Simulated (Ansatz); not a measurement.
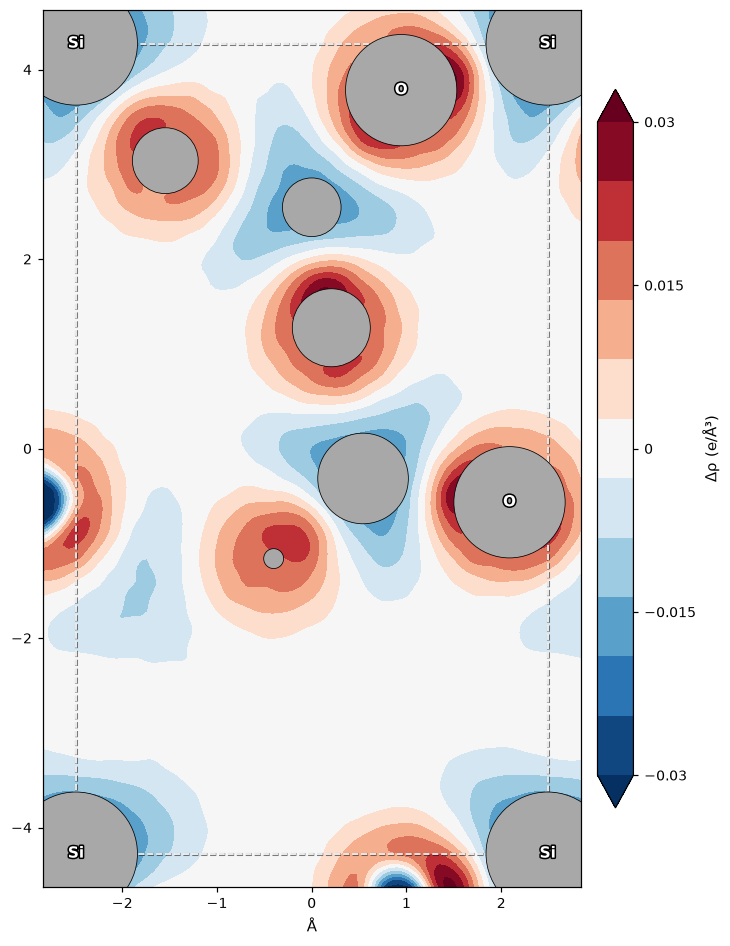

SiO2. Difference of the valence pseudo-densities of two functionals at the same geometry, on the (011) plane of the calculation cell: r2SCAN less PBE.

Both computed with Ansatz (plane waves, PAW), on the same k-point mesh. Grey discs cover the atomic cores.

Question: What does the difference map show?

Answer: Against PBE, r2SCAN gives more density around O (+0.012 e/Å³ on average at 0.7 Å from the nucleus) and a change of +0.011 e/Å³ at the midpoint of Si–O.
